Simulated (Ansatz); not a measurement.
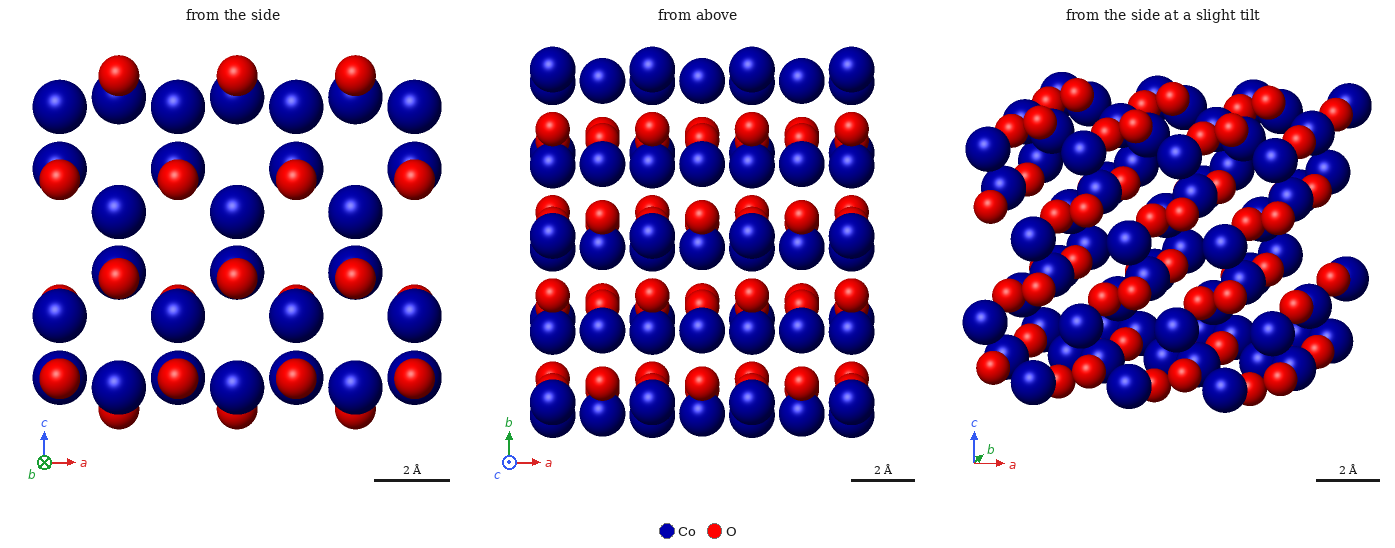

A spheres-only picture of a periodic slab, seen from the side, from above and from the side at a slight tilt. The surface normal points up in side views; the vacuum is left out. 3×2 cells are drawn in the plane, with atoms at the edges repeated.

The cell holds 8 Co, 8 O. The slab was cut from bulk CoO (P6_3mc).

Which atoms form the outer planes?

Answer. The top face ends in O, the bottom face in O. The two faces are alike.

What is its extent along the surface normal?

Answer. About 9 Å from the lowest to the highest atom.

Along which plane was the crystal cut?

Answer. (1 0 0).

Results below were computed with Ansatz, DFT PBE, scalar-relativistic, plane waves, PAW; the settings were a 420 eV plane-wave basis, 11×7×1 k-points, Gaussian smearing of 0.05 eV, collinear spins.

How much energy takes an electron from the Fermi level to the vacuum on each side?

Answer. 4.89 eV on both faces.

It goes back to a structure listed in the Materials Project, from which a slab was cut. The atoms were relaxed in a fixed cell with DFT PBE, scalar-relativistic, plane waves, PAW in Ansatz 0.2.0.
